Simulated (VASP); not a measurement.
WS$_{2}$: geometry relaxation (part 3 of 4)

WS$_{2}$ (P6₃/mmc, 6 atoms in the cell); Kohn-Sham DFT of a periodic cell, PBE, VASP PAW PBE potentials, recommended, no spin polarisation (VASP 6.6.1); cutoff 600 eV, 12×12×3 k-mesh, Gaussian smearing of 0.03 eV. The structure derives from an entry of the Crystallography Open Database.

Geometry of the input (Å; fractional positions):
```
3.1800  0.0000  0.0000
-1.5900  2.7540  0.0000
0.0000  0.0000  12.5000
W  0.3333  0.6667  0.2500
W  0.6667  0.3333  0.7500
S  0.3333  0.6667  0.6250
S  0.6667  0.3333  0.1250
S  0.3333  0.6667  0.8750
S  0.6667  0.3333  0.3750
```

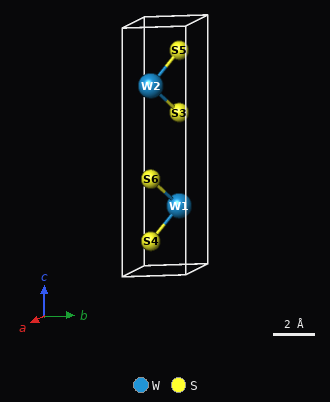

**Figure 1.** The starting structure (ball-and-stick view of the cell of the calculation, seen slightly off an axis; atoms are numbered from 1 in the order of the input).

**Parts of OUTCAR, continued**
```
  FORCE on cell =-STRESS in cart. coord.  units (eV):
  Direction    XX          YY          ZZ          XY          YZ          ZX
  --------------------------------------------------------------------------------------
  -------------------------------------------------------------------------------------
  Total       -0.1800927     -0.1800927      0.3686434      0.0000000      0.0000000      0.0000000
  in kB       -2.6025513     -2.6025513      5.3273314      0.0000000      0.0000000      0.0000000
  external PRESSURE =       0.0407429 kB  Pullay stress =       0.0000000 kB

 VOLUME and BASIS-vectors are now :
 -----------------------------------------------------------------------------
  energy-cutoff  :      600.00
  volume of cell :      110.87
      direct lattice vectors                 reciprocal lattice vectors
     3.189875423  0.000000000  0.000000000     0.313491866  0.180994614 -0.000000000
    -1.594937712  2.762513147  0.000000000     0.000000000  0.361989227 -0.000000000
     0.000000000  0.000000000 12.581409465     0.000000000 -0.000000000  0.079482351

 POSITION                                       TOTAL-FORCE (eV/Angst)
 -----------------------------------------------------------------------------------
     -0.00000      1.84168      3.14535        -0.000000     -0.000000     -0.000000
      1.59494      0.92084      9.43606         0.000000      0.000000     -0.000000
     -0.00000      1.84168      7.86115        -0.000000      0.000000      0.173921
      1.59494      0.92084      1.57044         0.000000      0.000000      0.173921
     -0.00000      1.84168     11.01097        -0.000000     -0.000000     -0.173921
      1.59494      0.92084      4.72026         0.000000     -0.000000     -0.173921
 -----------------------------------------------------------------------------------
    total drift:                               -0.000010      0.000006     -0.000000

  FREE ENERGIE OF THE ION-ELECTRON SYSTEM (eV)
  ---------------------------------------------------
  free  energy   TOTEN  =       -47.2944687432 eV

  energy  without entropy=      -47.2944687432  energy(sigma->0) =      -47.29446874

 E-fermi :   5.9300     XC(G=0): -10.0597     alpha+bet :-11.5784

 val. band max:        5.6241641532   @ k =   0.0000   0.0000   0.0000
 cond. band min:       7.1450609542   @ k =   0.1667   0.1667   0.0000
 fundamental gap:      1.5208968010
 Fermi energy:         5.9300040236

 k-point     1 :       0.0000    0.0000    0.0000
  band No.  band energies     occupation
      1     -68.6416      2.00000
      2     -68.6416      2.00000
      3     -32.8850      2.00000
      4     -32.8849      2.00000
      5     -32.7207      2.00000
      6     -32.7207      2.00000
      7     -32.7207      2.00000
      8     -32.7207      2.00000
      9      -9.4322      2.00000
     10      -9.3846      2.00000
     11      -7.8417      2.00000
     12      -7.7448      2.00000
     13      -1.2070      2.00000
     14      -0.8641      2.00000
     15       2.5646      2.00000
     16       2.5646      2.00000
     17       2.5668      2.00000
     18       2.5668      2.00000
     19       2.7192      2.00000
     20       3.7331      2.00000
     21       3.7949      2.00000
     22       3.7949      2.00000
     23       3.8031      2.00000
     24       3.8031      2.00000
     25       4.9644      2.00000
     26       5.6242      2.00000
     27       8.2889      0.00000
     28       8.2889      0.00000
     29       8.2915      0.00000
     30       8.2915      0.00000
     31       8.4067      0.00000

 k-point     2 :       0.0833   -0.0000    0.0000
  band No.  band energies     occupation
      1     -68.6404      2.00000
      2     -68.6404      2.00000
      3     -32.8807      2.00000
      4     -32.8807      2.00000
      5     -32.7445      2.00000
      6     -32.7445      2.00000
      7     -32.7263      2.00000
      8     -32.7263      2.00000
      9      -9.3162      2.00000
     10      -9.2686      2.00000
     11      -7.7965      2.00000
     12      -7.7027      2.00000
     13      -1.0676      2.00000
     14      -0.7246      2.00000
     15       2.2609      2.00000
     16       2.2649      2.00000
     17       2.4840      2.00000
     18       2.6774      2.00000
     19       2.6807      2.00000
     20       3.1035      2.00000
     21       3.6116      2.00000
     22       3.6209      2.00000
     23       3.8485      2.00000
     24       4.1878      2.00000
     25       4.9559      2.00000
     26       5.5023      2.00000
     27       8.0876      0.00000
     28       8.1774      0.00000
     29       8.2221      0.00000
     30       8.2378      0.00000
     31       8.3008      0.00000

 k-point     3 :       0.1667   -0.0000    0.0000
  band No.  band energies     occupation
      1     -68.6371      2.00000
      2     -68.6371      2.00000
      3     -32.8690      2.00000
      4     -32.8690      2.00000
      5     -32.8089      2.00000
      6     -32.8089      2.00000
      7     -32.7413      2.00000
      8     -32.7413      2.00000
      9      -8.9854      2.00000
     10      -8.9383      2.00000
     11      -7.6679      2.00000
     12      -7.5834      2.00000
     13      -0.6888      2.00000
     14      -0.3512      2.00000
     15       1.5550      2.00000
     16       1.5679      2.00000
     17       1.9755      2.00000
     18       2.3576      2.00000
     19       2.9877      2.00000
     20       2.9942      2.00000
     21       3.1854      2.00000
     22       3.1965      2.00000
     23       3.7638      2.00000
     24       4.1859      2.00000
     25       4.8296      2.00000
     26       5.0946      2.00000
     27       7.5385      0.00000
     28       8.0024      0.00000
     29       8.0760      0.00000
     30       8.1238      0.00000
     31       8.1411      0.00000

 k-point     4 :       0.2500   -0.0000    0.0000
  band No.  band energies     occupation
      1     -68.6327      2.00000
      2     -68.6327      2.00000
      3     -32.8958      2.00000
      4     -32.8958      2.00000
      5     -32.8531      2.00000
      6     -32.8530      2.00000
      7     -32.7618      2.00000
      8     -32.7618      2.00000
      9      -8.4925      2.00000
     10      -8.4476      2.00000
     11      -7.4782      2.00000
     12      -7.4082      2.00000
     13      -0.2734      2.00000
     14      -0.0063      2.00000
     15       0.8484      2.00000
     16       0.9291      2.00000
     17       1.3679      2.00000
     18       1.5940      2.00000
     19       2.7138      2.00000
     20       2.7266      2.00000
     21       3.4070      2.00000
     22       3.4201      2.00000
     23       3.4996      2.00000
     24       3.8721      2.00000
     25       4.4443      2.00000
     26       4.5164      2.00000
     27       7.4094      0.00000
     28       7.9144      0.00000
     29       7.9613      0.00000
     30       7.9945      0.00000
     31       8.4266      0.00000

 k-point     5 :       0.3333   -0.0000    0.0000
  band No.  band energies     occupation
      1     -68.6283      2.00000
      2     -68.6283      2.00000
      3     -32.9814      2.00000
      4     -32.9814      2.00000
      5     -32.8370      2.00000
      6     -32.8370      2.00000
      7     -32.7822      2.00000
      8     -32.7822      2.00000
      9      -7.9319      2.00000
     10      -7.8926      2.00000
     11      -7.2679      2.00000
     12      -7.2165      2.00000
     13      -0.4617      2.00000
     14      -0.3687      2.00000
     15       0.7380      2.00000
     16       0.7677      2.00000
     17       0.8980      2.00000
     18       0.9634      2.00000
     19       2.3206      2.00000
     20       2.3344      2.00000
     21       3.2605      2.00000
     22       3.5359      2.00000
     23       3.7977      2.00000
     24       3.8211      2.00000
     25       4.0984      2.00000
     26       4.1932      2.00000
     27       7.7420      0.00000
     28       7.9523      0.00000
     29       7.9878      0.00000
     30       8.1996      0.00000
     31       8.8505      0.00000

 [... the levels of 18 k-points are left out ...]

 k-point    24 :       0.3333   -0.0000    0.3333
  band No.  band energies     occupation
      1     -68.6283      2.00000
      2     -68.6283      2.00000
      3     -32.9814      2.00000
      4     -32.9814      2.00000
      5     -32.8370      2.00000
      6     -32.8370      2.00000
      7     -32.7822      2.00000
      8     -32.7822      2.00000
      9      -7.9226      2.00000
     10      -7.9030      2.00000
     11      -7.2545      2.00000
     12      -7.2288      2.00000
     13      -0.4390      2.00000
     14      -0.3926      2.00000
     15       0.7386      2.00000
     16       0.7557      2.00000
     17       0.9206      2.00000
     18       0.9537      2.00000
     19       2.3240      2.00000
     20       2.3309      2.00000
     21       3.3219      2.00000
     22       3.4578      2.00000
     23       3.8036      2.00000
     24       3.8153      2.00000
     25       4.1296      2.00000
     26       4.1753      2.00000
     27       7.8398      0.00000
     28       7.9609      0.00000
     29       7.9787      0.00000
     30       8.0601      0.00000
     31       8.9826      0.00000

 [... further k-points ...]

[... ionic steps 4 to 10 ...]

--------------------------------------- Ionic step       11  -------------------------------------------

 number of electron      51.9999987 magnetization

------------------------ aborting loop because EDIFF is reached ----------------------------------------

  FORCE on cell =-STRESS in cart. coord.  units (eV):
  Direction    XX          YY          ZZ          XY          YZ          ZX
  --------------------------------------------------------------------------------------
  -------------------------------------------------------------------------------------
  Total        0.2120072      0.2120072     -0.5804209     -0.0000000      0.0000000      0.0000000
  in kB        2.7566176      2.7566176     -7.5469059     -0.0000000      0.0000000      0.0000000
  external PRESSURE =      -0.6778902 kB  Pullay stress =       0.0000000 kB

 VOLUME and BASIS-vectors are now :
 -----------------------------------------------------------------------------
  energy-cutoff  :      600.00
  volume of cell :      123.22
      direct lattice vectors                 reciprocal lattice vectors
     3.180852780  0.000000000  0.000000000     0.314381101  0.181508014 -0.000000000
    -1.590426390  2.754699309  0.000000000    -0.000000000  0.363016027 -0.000000000
    -0.000000000  0.000000000 14.062641953    -0.000000000 -0.000000000  0.071110393

 POSITION                                       TOTAL-FORCE (eV/Angst)
 -----------------------------------------------------------------------------------
     -0.00000      1.83647      3.51566         0.000000     -0.000000      0.000000
      1.59043      0.91823     10.54698        -0.000000      0.000000      0.000000
     -0.00000      1.83647      8.96823        -0.000000      0.000000      0.105440
      1.59043      0.91823      1.93691         0.000000      0.000000      0.105440
     -0.00000      1.83647     12.12574         0.000000     -0.000000     -0.105440
      1.59043      0.91823      5.09441         0.000000     -0.000000     -0.105440
 -----------------------------------------------------------------------------------
    total drift:                               -0.000011      0.000006     -0.000000

  FREE ENERGIE OF THE ION-ELECTRON SYSTEM (eV)
  ---------------------------------------------------
  free  energy   TOTEN  =       -47.3565216453 eV

  energy  without entropy=      -47.3565216453  energy(sigma->0) =      -47.35652165

--------------------------------------- Ionic step       12  -------------------------------------------

 number of electron      51.9999989 magnetization

------------------------ aborting loop because EDIFF is reached ----------------------------------------

  FORCE on cell =-STRESS in cart. coord.  units (eV):
  Direction    XX          YY          ZZ          XY          YZ          ZX
  --------------------------------------------------------------------------------------
  -------------------------------------------------------------------------------------
  Total        0.0320572      0.0320572     -0.1299416      0.0000000      0.0000000      0.0000000
  in kB        0.4151365      0.4151365     -1.6827260      0.0000000      0.0000000      0.0000000
  external PRESSURE =      -0.2841510 kB  Pullay stress =       0.0000000 kB

 VOLUME and BASIS-vectors are now :
 -----------------------------------------------------------------------------
  energy-cutoff  :      600.00
  volume of cell :      123.72
      direct lattice vectors                 reciprocal lattice vectors
     3.186449942  0.000000000  0.000000000     0.313828875  0.181189186 -0.000000000
    -1.593224971  2.759546593  0.000000000    -0.000000000  0.362378371 -0.000000000
    -0.000000000  0.000000000 14.070205375    -0.000000000 -0.000000000  0.071072168

 POSITION                                       TOTAL-FORCE (eV/Angst)
 -----------------------------------------------------------------------------------
     -0.00000      1.83970      3.51755         0.000000      0.000000      0.000000
      1.59322      0.91985     10.55265         0.000000      0.000000      0.000000
     -0.00000      1.83970      8.97964        -0.000000      0.000000      0.032162
      1.59322      0.91985      1.94453        -0.000000      0.000000      0.032162
     -0.00000      1.83970     12.12567        -0.000000     -0.000000     -0.032162
      1.59322      0.91985      5.09057         0.000000     -0.000000     -0.032162
 -----------------------------------------------------------------------------------
    total drift:                               -0.000010      0.000006     -0.000000

  FREE ENERGIE OF THE ION-ELECTRON SYSTEM (eV)
  ---------------------------------------------------
  free  energy   TOTEN  =       -47.3585877229 eV

  energy  without entropy=      -47.3585877229  energy(sigma->0) =      -47.35858772

--------------------------------------- Ionic step       13  -------------------------------------------

 number of electron      51.9999990 magnetization

 Free energy of the ion-electron system (eV)
  ---------------------------------------------------
  ext. energy  EPLUGINS =         0.00000000
  ---------------------------------------------------
  free energy    TOTEN  =       -47.35876604 eV

  energy without entropy =      -47.35876604  energy(sigma->0) =      -47.35876604

 E-fermi :   5.6161     XC(G=0):  -9.8908     alpha+bet :-11.2692

 val. band max:        5.3557307942   @ k =   0.0000   0.0000   0.0000
 cond. band min:       6.8901886391   @ k =   0.3333   0.3333   0.0000
 fundamental gap:      1.5344578449
 Fermi energy:         5.6161197467
```
